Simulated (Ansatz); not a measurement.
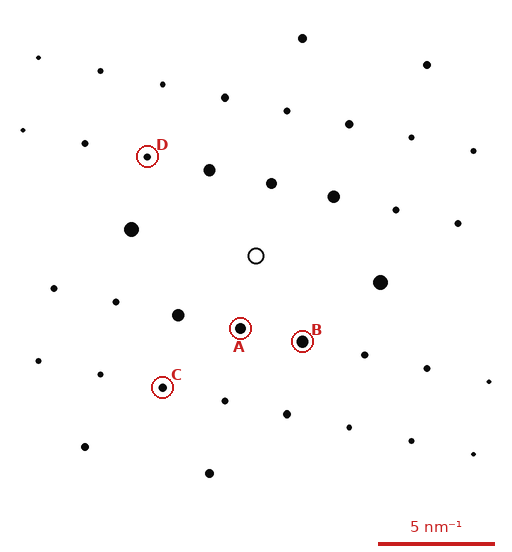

Computed electron diffraction pattern, 100 kV, single scattering only, B = 0.8 Å². The zone axis points towards the electron source and the pattern is seen from the source side.

The sample is Be, space group P6_3/mmc (No. 194), a = 3.61 Å, c = 3.65 Å (hexagonal axes). Structure: coordinates from a relaxation with DFT PBEsol, scalar-relativistic, plane waves, PAW (Ansatz 0.2.0); the starting structure was generated, so it need not be a known form of this composition.

| atom | site | symmetry | x | y | z |
| --- | --- | --- | --- | --- | --- |
| Be | 2b | -6m2 | 0.0000 | 0.0000 | 0.2500 |
| Be | 2d | -6m2 | 0.3333 | 0.6667 | 0.7500 |

Spot A is indexed 0 -1 0 and spot B 0 -1 -1.

Question: Index the other marked spots.

Answer: C = 3A − B = 0 -2 1 (d = 1.437 Å). D = A − 2B = 0 1 2 (d = 1.575 Å).

Question: Which zone axis is this?

Answer: The cross product of A and B is parallel to [100]; every spot obeys hu + kv + lw = 0.

Question: What are the spacings of A and B and the angle between them?

Answer: d(A) = 3.126 Å, d(B) = 2.374 Å, and the angle is 40.6°.
